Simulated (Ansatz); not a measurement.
**Ta8N: geometry relaxation (part 2 of 3)**

Ta8N (slab, 18 atoms in the cell); DFT PBE+D3(BJ), scalar-relativistic, plane waves, PAW, no spin polarisation (Ansatz 0.2.0); cutoff 420 eV, 3×3×1 k-mesh, Gaussian smearing of 0.1 eV. The structure derives from an entry of the Crystallography Open Database. The input holds or restrains some coordinates. Forces given for the steps count only the free coordinates. It belongs to a series of runs on one base structure; here: 1 N2 a cell, flat, over a Ta atom of a lower plane.

Geometry of the input (Å; fractional positions):
```
5.9137  0.0000  0.0000
0.0000  5.9137  0.0000
0.0000  0.0000  24.2724
Ta 0.2500  0.2500  0.3296
Ta 0.2500  0.7500  0.3296
Ta 0.7500  0.2500  0.3296
Ta 0.7500  0.7500  0.3296
Ta 0.5000  0.5000  0.4157
Ta 0.5000  0.0000  0.4157
Ta 0.0000  0.5000  0.4157
Ta 0.0000  0.0000  0.4157
Ta 0.7500  0.7500  0.5077
Ta 0.7500  0.2500  0.5077
Ta 0.2500  0.7500  0.5077
Ta 0.2500  0.2500  0.5077
Ta 0.0000  0.0000  0.5912
Ta 0.0000  0.5000  0.5912
Ta 0.5000  0.0000  0.5912
Ta 0.5000  0.5000  0.5912
N  0.7500  0.7500  0.7073
N  0.6123  0.6250  0.7073
```

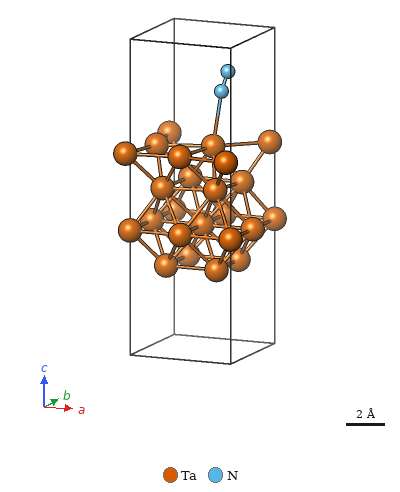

Fig. 1: The geometry at step 14 of the log (ball-and-stick view of the cell of the calculation, with the vacuum cut short, seen slightly off an axis).

Output, continued
```
SCF iter   1: F=—  HF=-159677.281087 eV  |F-HF|=—  |Δ(HF+E_count)|=         —  Δρ=9.32e-3  dr2=6.04e-1  ethr=2.75e-4  p=0.118 e·Å  D=2.52e-2 V/Å  ΔV_dip=-0.61 eV  dr2_dipole=3.03e-2  V_vac-E_F(+/−)=3.95/4.56 eV  ⟨swp⟩=2.0  Hψ=2380  notcnv=0  defer=11
efield: sawtooth ramp at fractional position 0.9985 (handed on by an earlier solve), width 0.0400; the density the first Hamiltonian is built on has a dipole p = 0.118 e·Å; the dipole correction subtracts the counter field D = 2.52e-2 V/Å, which shifts the + side's vacuum level by -0.61 eV against the − side's; the planar-averaged density in the ramp window peaks in size at 5.3e-6 e/Å³
preconditioner: auto → LDOS  [insulator: Δε(μ)=0.102 eV  Ē_g=3.826 eV  σ=0.100 eV  W_gap=0.51  n_scr=140 (ndim 8)  ℏωp=12.0 eV  f_vac=0.532  D(μ)=15.34/eV (n_scr^D=84)  ε∞_Penn≈10.8  β→1.0]
SCF iter   2: F=—  HF=-159677.264596 eV  |F-HF|=—  |Δ(HF+E_count)|=   1.65e-2  Δρ=5.07e-3  dr2=2.72e-1  ethr=2.75e-4  p=0.069 e·Å  D=1.47e-2 V/Å  ΔV_dip=-0.36 eV  dr2_dipole=8.26e-4  V_vac-E_F(+/−)=4.20/4.55 eV  ⟨swp⟩=3.0  Hψ=1208  notcnv=0  defer=11
SCF iter   3: F=—  HF=-159677.206924 eV  |F-HF|=—  |Δ(HF+E_count)|=   5.77e-2  Δρ=2.15e-3  dr2=4.26e-2  ethr=1.25e-4  p=0.112 e·Å  D=2.38e-2 V/Å  ΔV_dip=-0.58 eV  dr2_dipole=1.56e-4  V_vac-E_F(+/−)=3.99/4.57 eV  ⟨swp⟩=3.0  Hψ=1036  notcnv=0  defer=16
SCF iter   4: F=—  HF=-159677.200118 eV  |F-HF|=—  |Δ(HF+E_count)|=   6.81e-3  Δρ=6.63e-4  dr2=3.94e-3  ethr=1.95e-5  p=0.109 e·Å  D=2.33e-2 V/Å  ΔV_dip=-0.57 eV  dr2_dipole=1.97e-5  V_vac-E_F(+/−)=4.00/4.57 eV  ⟨swp⟩=3.0  Hψ=855  notcnv=0  defer=16
SCF iter   5: F=—  HF=-159677.199546 eV  |F-HF|=—  |Δ(HF+E_count)|=   5.72e-4  Δρ=1.36e-4  dr2=2.13e-4  ethr=1.81e-6  p=0.108 e·Å  D=2.29e-2 V/Å  ΔV_dip=-0.56 eV  dr2_dipole=7.54e-7  V_vac-E_F(+/−)=4.01/4.57 eV  ⟨swp⟩=3.0  Hψ=876  notcnv=0  defer=18
SCF iter   6: F=-159677.199572 eV  HF=-159677.199580 eV  |F-HF|=7.85e-6  |Δ(HF+E_count)|=   3.42e-5  Δρ=4.44e-5  dr2=2.80e-5  ethr=2.80e-8  p=0.107 e·Å  D=2.27e-2 V/Å  ΔV_dip=-0.55 eV  dr2_dipole=4.50e-7  V_vac-E_F(+/−)=4.02/4.57 eV  ⟨swp⟩=24.0  Hψ=7032  notcnv=0
SCF 2 converged in 6 iterations: F = -159677.199572 eV  dr2 = 2.80e-5
  greatest PAW one-centre occupation: 0.999 electrons in one spin orbital (limit 2), on the Ta atom at site 13 (counted from 0), in its partial waves of l = 0
relax step   2: F+E_penalty+E_count = -159677.19957207 eV  Δ(F+E_penalty+E_count) = -7.582e-2 eV  max|allowed force component| = 1.143e0 eV/Å  Δτ_max = 0.1981 Å  (6 SCF iters, dr2 threshold 6.11e-5 eV, accepted)
[... from here on the SCF iterations and repeated set-up lines of each step are left out, up to the last step ...]
SCF 3 converged in 5 iterations: F = -159677.252199 eV  dr2 = 4.16e-5
relax step   3: F+E_penalty+E_count = -159677.25219943 eV  Δ(F+E_penalty+E_count) = -5.263e-2 eV  max|allowed force component| = 1.727e0 eV/Å  Δτ_max = 0.1945 Å  (5 SCF iters, dr2 threshold 8.16e-5 eV, accepted)
SCF 4 converged in 6 iterations: F = -159677.322498 eV  dr2 = 1.78e-5
relax step   4: F+E_penalty+E_count = -159677.32249850 eV  Δ(F+E_penalty+E_count) = -7.030e-2 eV  max|allowed force component| = 1.111e0 eV/Å  Δτ_max = 0.2000 Å  (6 SCF iters, dr2 threshold 1.00e-4 eV, accepted)
SCF 5 converged in 6 iterations: F = -159677.376557 eV  dr2 = 6.83e-6
relax step   5: F+E_penalty+E_count = -159677.37655714 eV  Δ(F+E_penalty+E_count) = -5.406e-2 eV  max|allowed force component| = 3.022e-1 eV/Å  Δτ_max = 0.1937 Å  (6 SCF iters, dr2 threshold 1.00e-4 eV, accepted)
SCF 6 converged in 7 iterations: F = -159677.422075 eV  dr2 = 6.76e-7
relax step   6: F+E_penalty+E_count = -159677.42207521 eV  Δ(F+E_penalty+E_count) = -4.552e-2 eV  max|allowed force component| = 3.078e-1 eV/Å  Δτ_max = 0.1947 Å  (7 SCF iters, dr2 threshold 6.76e-6 eV, accepted)
SCF 7 converged in 7 iterations: F = -159677.477328 eV  dr2 = 2.15e-6
relax step   7: F+E_penalty+E_count = -159677.47732826 eV  Δ(F+E_penalty+E_count) = -5.525e-2 eV  max|allowed force component| = 5.742e-1 eV/Å  Δτ_max = 0.2000 Å  (7 SCF iters, dr2 threshold 7.01e-6 eV, accepted)
SCF 8 converged in 7 iterations: F = -159677.599304 eV  dr2 = 1.10e-5
relax step   8: F+E_penalty+E_count = -159677.59930401 eV  Δ(F+E_penalty+E_count) = -1.220e-1 eV  max|allowed force component| = 9.244e-1 eV/Å  Δτ_max = 0.1915 Å  (7 SCF iters, dr2 threshold 1.00e-4 eV, accepted)
SCF 9 converged in 7 iterations: F = -159677.606634 eV  dr2 = 3.47e-6
relax step   9: F+E_penalty+E_count = -159677.60663405 eV  Δ(F+E_penalty+E_count) = -7.330e-3 eV  max|allowed force component| = 1.151e0 eV/Å  Δτ_max = 0.1951 Å  (7 SCF iters, dr2 threshold 1.00e-4 eV, accepted)
SCF 10 converged in 7 iterations: F = -159677.602867 eV  dr2 = 2.11e-6
relax step  10: F+E_penalty+E_count = -159677.60286714 eV  Δ(F+E_penalty+E_count) = +3.767e-3 eV  max|allowed force component| = 3.518e0 eV/Å  Δτ_max = 0.1974 Å  (7 SCF iters, dr2 threshold 1.00e-4 eV, rejected (line search))
SCF 11 converged in 10 iterations: F = -159677.668284 eV  dr2 = 3.86e-10
relax step  11: F+E_penalty+E_count = -159677.66828425 eV  Δ(F+E_penalty+E_count) = -6.165e-2 eV  max|allowed force component| = 1.336e0 eV/Å  Δτ_max = 0.0951 Å  (10 SCF iters, accepted)
SCF 12 converged in 7 iterations: F = -159677.692101 eV  dr2 = 1.40e-6
relax step  12: F+E_penalty+E_count = -159677.69210110 eV  Δ(F+E_penalty+E_count) = -2.382e-2 eV  max|allowed force component| = 3.050e-1 eV/Å  Δτ_max = 0.1000 Å  (7 SCF iters, dr2 threshold 1.00e-4 eV, accepted)
SCF 13 converged in 7 iterations: F = -159677.705712 eV  dr2 = 7.79e-7
relax step  13: F+E_penalty+E_count = -159677.70571190 eV  Δ(F+E_penalty+E_count) = -1.361e-2 eV  max|allowed force component| = 9.559e-1 eV/Å  Δτ_max = 0.1449 Å  (7 SCF iters, dr2 threshold 5.81e-6 eV, accepted)
SCF 14 converged in 7 iterations: F = -159677.709317 eV  dr2 = 7.08e-7
relax step  14: F+E_penalty+E_count = -159677.70931681 eV  Δ(F+E_penalty+E_count) = -3.605e-3 eV  max|allowed force component| = 2.611e0 eV/Å  Δτ_max = 0.1964 Å  (7 SCF iters, dr2 threshold 5.71e-5 eV, accepted)
SCF 15 converged in 7 iterations: F = -159677.799538 eV  dr2 = 8.28e-7
relax step  15: F+E_penalty+E_count = -159677.79953772 eV  Δ(F+E_penalty+E_count) = -9.022e-2 eV  max|allowed force component| = 1.029e0 eV/Å  Δτ_max = 0.1946 Å  (7 SCF iters, dr2 threshold 1.00e-4 eV, accepted)
SCF 16 converged in 7 iterations: F = -159677.937752 eV  dr2 = 1.74e-6
relax step  16: F+E_penalty+E_count = -159677.93775196 eV  Δ(F+E_penalty+E_count) = -1.382e-1 eV  max|allowed force component| = 5.579e-1 eV/Å  Δτ_max = 0.1949 Å  (7 SCF iters, dr2 threshold 1.00e-4 eV, accepted)
SCF 17 converged in 6 iterations: F = -159678.125215 eV  dr2 = 1.86e-5
relax step  17: F+E_penalty+E_count = -159678.12521539 eV  Δ(F+E_penalty+E_count) = -1.875e-1 eV  max|allowed force component| = 8.726e-1 eV/Å  Δτ_max = 0.1951 Å  (6 SCF iters, dr2 threshold 4.83e-5 eV, accepted)
SCF 18 converged in 5 iterations: F = -159678.144850 eV  dr2 = 4.33e-5
relax step  18: F+E_penalty+E_count = -159678.14485039 eV  Δ(F+E_penalty+E_count) = -1.964e-2 eV  max|allowed force component| = 1.406e0 eV/Å  Δτ_max = 0.1983 Å  (5 SCF iters, dr2 threshold 1.00e-4 eV, accepted)
SCF 19 converged in 6 iterations: F = -159678.232544 eV  dr2 = 2.91e-5
relax step  19: F+E_penalty+E_count = -159678.23254403 eV  Δ(F+E_penalty+E_count) = -8.769e-2 eV  max|allowed force component| = 2.794e-1 eV/Å  Δτ_max = 0.1904 Å  (6 SCF iters, dr2 threshold 1.00e-4 eV, accepted)
SCF 20 converged in 7 iterations: F = -159678.261945 eV  dr2 = 2.51e-7
relax step  20: F+E_penalty+E_count = -159678.26194472 eV  Δ(F+E_penalty+E_count) = -2.940e-2 eV  max|allowed force component| = 2.005e-1 eV/Å  Δτ_max = 0.1402 Å  (7 SCF iters, dr2 threshold 4.88e-6 eV, accepted)
SCF 21 converged in 7 iterations: F = -159678.338477 eV  dr2 = 1.35e-6
relax step  21: F+E_penalty+E_count = -159678.33847732 eV  Δ(F+E_penalty+E_count) = -7.653e-2 eV  max|allowed force component| = 6.776e-1 eV/Å  Δτ_max = 0.1953 Å  (7 SCF iters, dr2 threshold 2.51e-6 eV, accepted)
SCF 22 converged in 6 iterations: F = -159678.209685 eV  dr2 = 4.64e-5
relax step  22: F+E_penalty+E_count = -159678.20968463 eV  Δ(F+E_penalty+E_count) = +1.288e-1 eV  max|allowed force component| = 7.763e-1 eV/Å  Δτ_max = 0.1912 Å  (6 SCF iters, dr2 threshold 1.00e-4 eV, rejected (line search))
SCF 23 converged in 9 iterations: F = -159678.368507 eV  dr2 = 4.49e-8
relax step  23: F+E_penalty+E_count = -159678.36850663 eV  Δ(F+E_penalty+E_count) = -3.003e-2 eV  max|allowed force component| = 2.532e-1 eV/Å  Δτ_max = 0.0956 Å  (9 SCF iters, accepted)
SCF 24 converged in 6 iterations: F = -159678.366751 eV  dr2 = 7.10e-6
relax step  24: F+E_penalty+E_count = -159678.36675137 eV  Δ(F+E_penalty+E_count) = +1.755e-3 eV  max|allowed force component| = 2.158e-1 eV/Å  Δτ_max = 0.1000 Å  (6 SCF iters, dr2 threshold 8.95e-6 eV, rejected (line search))
SCF iter   1: F=—  HF=-159678.383971 eV  |F-HF|=—  |Δ(HF+E_count)|=         —  Δρ=2.98e-3  dr2=4.26e-2  ethr=2.07e-4  p=-0.036 e·Å  D=-7.66e-3 V/Å  ΔV_dip=0.19 eV  dr2_dipole=8.20e-4  V_vac-E_F(+/−)=4.72/4.53 eV  ⟨swp⟩=4.0  Hψ=1404  notcnv=0  defer=53
efield: sawtooth ramp at fractional position 0.9985 (handed on by an earlier solve), width 0.0400; the density the first Hamiltonian is built on has a dipole p = -0.036 e·Å; the dipole correction subtracts the counter field D = -7.66e-3 V/Å, which shifts the + side's vacuum level by +0.19 eV against the − side's; the planar-averaged density in the ramp window peaks in size at 3.8e-6 e/Å³
preconditioner: auto → LDOS  [metal: Δε(μ)=0.024 eV  Ē_g=3.851 eV  σ=0.100 eV  W_gap=0.13  n_scr=140 (ndim 8)  ℏωp=12.0 eV  f_vac=0.538  D(μ)=22.22/eV (n_scr^D=140)  β→1.0]
SCF iter   2: F=—  HF=-159678.379300 eV  |F-HF|=—  |Δ(HF+E_count)|=   4.67e-3  Δρ=1.25e-3  dr2=1.48e-2  ethr=1.95e-5  p=-0.037 e·Å  D=-7.94e-3 V/Å  ΔV_dip=0.19 eV  dr2_dipole=1.07e-3  V_vac-E_F(+/−)=4.72/4.53 eV  ⟨swp⟩=3.0  Hψ=997  notcnv=0  defer=53
SCF iter   3: F=—  HF=-159678.375986 eV  |F-HF|=—  |Δ(HF+E_count)|=   3.31e-3  Δρ=2.62e-4  dr2=1.42e-3  ethr=6.81e-6  p=-0.036 e·Å  D=-7.66e-3 V/Å  ΔV_dip=0.19 eV  dr2_dipole=3.49e-4  V_vac-E_F(+/−)=4.71/4.53 eV  ⟨swp⟩=3.0  Hψ=850  notcnv=0  defer=53
SCF iter   4: F=—  HF=-159678.375922 eV  |F-HF|=—  |Δ(HF+E_count)|=   6.36e-5  Δρ=1.11e-4  dr2=2.18e-4  ethr=6.52e-7  p=-0.036 e·Å  D=-7.77e-3 V/Å  ΔV_dip=0.19 eV  dr2_dipole=2.13e-5  V_vac-E_F(+/−)=4.72/4.53 eV  ⟨swp⟩=3.0  Hψ=1008  notcnv=0  defer=53
SCF iter   5: F=—  HF=-159678.375909 eV  |F-HF|=—  |Δ(HF+E_count)|=   1.28e-5  Δρ=3.43e-5  dr2=1.27e-5  ethr=9.99e-8  p=-0.036 e·Å  D=-7.75e-3 V/Å  ΔV_dip=0.19 eV  dr2_dipole=1.44e-6  V_vac-E_F(+/−)=4.72/4.53 eV  ⟨swp⟩=2.8  Hψ=868  notcnv=0  defer=53
SCF iter   6: F=—  HF=-159678.376084 eV  |F-HF|=—  |Δ(HF+E_count)|=   1.75e-4  Δρ=8.95e-6  dr2=1.64e-6  ethr=5.83e-9  p=-0.036 e·Å  D=-7.75e-3 V/Å  ΔV_dip=0.19 eV  dr2_dipole=2.63e-7  V_vac-E_F(+/−)=4.72/4.53 eV  ⟨swp⟩=3.0  Hψ=934  notcnv=0  defer=53
SCF iter   7: F=—  HF=-159678.376085 eV  |F-HF|=—  |Δ(HF+E_count)|=   7.25e-7  Δρ=3.83e-6  dr2=1.99e-7  ethr=7.50e-10  p=-0.036 e·Å  D=-7.76e-3 V/Å  ΔV_dip=0.19 eV  dr2_dipole=4.20e-9  V_vac-E_F(+/−)=4.72/4.53 eV  ⟨swp⟩=2.2  Hψ=923  notcnv=0  defer=53
SCF iter   8: F=-159678.376085 eV  HF=-159678.376085 eV  |F-HF|=1.46e-8  |Δ(HF+E_count)|=   1.93e-7  Δρ=9.86e-7  dr2=2.11e-8  ethr=4.59e-11  p=-0.036 e·Å  D=-7.76e-3 V/Å  ΔV_dip=0.19 eV  dr2_dipole=1.00e-9  V_vac-E_F(+/−)=4.72/4.53 eV  ⟨swp⟩=21.2  Hψ=5774  notcnv=0
SCF 25 converged in 8 iterations: F = -159678.376085 eV  dr2 = 2.11e-8
relax step  25: F+E_penalty+E_count = -159678.37608520 eV  Δ(F+E_penalty+E_count) = -7.579e-3 eV  max|allowed force component| = 3.847e-2 eV/Å  Δτ_max = 0.0493 Å  (8 SCF iters, accepted)
WARN: The output density's exchange-correlation potential varies sharply where the density is thin. Do not read a vacuum level from v_tot or v_xc, or from such a field of the output density. On a cell that repeats whose density bears no net charge and no dipole along the vacuum's axis use v_es (v_loc + v_h of the components); under efield.dipole_correction with no amplitude use v_es + v_field, which holds any external_charges[].barrier, or the levels of the report's work_function block, which leave it out; under a non-zero efield.amplitude the vacuum is tilted and has no level; on a cell that repeats and bears such a dipole with no correction it is tilted too, and efield.dipole_correction with no amplitude gives each side of its ramp a level where efield: is served; in a cell that repeats whose density bears a net charge (total_charge, or a fill off its count) it is curved and has none; of a slab under crystal.periodic whose density bears no net charge use v_es, which has a level on each side, short of where the two are joined; of another it falls or rises all the way out and has none; of a slab beside external_charges read slab_vacuum_level instead, which it has where they leave it neutral. The grid or the basis barely resolves most such structure, and the values can differ between equally converged runs; as a rule a tighter scf.convergence.dr2_threshold does not remove it. Where the density itself ripples (under the LDA too) a higher basis.ecutwfc lessens it. The files hold the spikes' plane waves up to the density's cutoff. Files: v_tot_of_output_density and the like, and their columns of v_z.tsv (output.write_potential); v_xc_of_output_density and the like, and their columns of v_comp_z.tsv (output.write_potential_components). Measured: with its Gaussian average of σ = 0.25 Å subtracted twice, the exchange-correlation potential is over 0.1 eV at 323 of the grid points where the equally averaged density (valence and model cores) is under 1e-3 e/Å³, and 0.231 eV at the most among them, at an averaged density of 9.8e-4 e/Å³. The input density's (outcome.potential() and, of a run that writes arrays, v_tot and v_xc) is over 0.1 eV, so measured, at 325 points of its own thin density, 0.232 eV at the most. See output.write_potential in the manual, Limitations
SCF converged after 8 iterations
Free energy (F): -159678.376085 eV
Harris-Foulkes:  -159678.376085 eV  (|F-HF|=1.46e-8)
Internal energy: -159678.264183 eV  (E = F + TS)
E sigma→0 (E₀):  -159678.320134 eV
Entropy (-TS):   -0.111902 eV (-6.217 meV/atom)
Fermi energy:    3.889074 eV
Dipole field:    D = -0.007739 V/Å  (p = -0.036305 e·Å, saw-weighted, corrected)
Work function:   Φ+ = 4.7160 eV   Φ− = 4.5281 eV
Levels:          The Fermi level and band energies are counted from a zero that moves with the ramp; work functions are not
--- Per-component energies (eV) ---
  E_band       = -4901.804405
  E_kinetic    = 6066.312162
  E_local      = -203255.035928  (includes V_loc(G=0)·N_el)
  E_nonlocal   = 326.307049
  E_hartree    = 98590.339005
  E_xc         = -3589.132083
  E_vxc        = -3381.775519  (∫ρ·V_xc dr)
  E_paw        = -134594.374506  (= ΣΔE_a)
  E_vpaw       = -1836.406640  (= ΣTr[D̂ρ^β])
  E_aug_tail   = 0.002628  (compensation charges beyond the density's cutoff)
  E_efield     = 0.000140  (sawtooth field / dipole correction)
  E_vefield    = -1.889499  (∫n·V_field dr)
  E_ewald      = 76784.608704
  E_disp       = -7.291354  (pairwise vdW)
  E_smearing   = -0.111902  (= −TS)
  E_closure    = 0.000000  (closes the sum)
  Σ components = -159678.376085   (vs F -159678.376085, Δ=0.00e0)
--- Forces (eV/Å), atoms counted from 1 ---
  atom   1  Ta    -0.16489899    -0.07157002     0.33714162
  atom   2  Ta     0.19502562     0.00713515     0.36455381
  atom   3  Ta    -0.18099231    -0.00775231     0.41923068
  atom   4  Ta     0.14777481    -0.06825455     0.26950515
  atom   5  Ta    -0.00245490     0.08667036    -0.12195544
  atom   6  Ta     0.01432209     0.05051615    -0.22002654
  atom   7  Ta    -0.14729222     0.07032244    -0.56799002
  atom   8  Ta     0.12367049    -0.07340828    -0.48260715
  atom   9  Ta     0.00168695     0.01722398     0.00120996
  atom  10  Ta     0.01757887    -0.00485234    -0.03846903
  atom  11  Ta    -0.00260560     0.00859043     0.01307958
  atom  12  Ta    -0.01851509    -0.01835234    -0.01604108
  atom  13  Ta    -0.00505407    -0.01031288     0.01413424
  atom  14  Ta     0.01065342     0.00846444     0.01331500
  atom  15  Ta     0.01328815     0.00120115     0.00491325
  atom  16  Ta    -0.01536527     0.00530228     0.01023442
  atom  17  N     -0.01053837    -0.00153797    -0.03396393
  atom  18  N      0.02372830     0.00065783     0.03368437
  max |Σ_I F_I| component: 5.11e-5 eV/Å
--- Band table (eV; the first three rows and the last of 5) ---
```
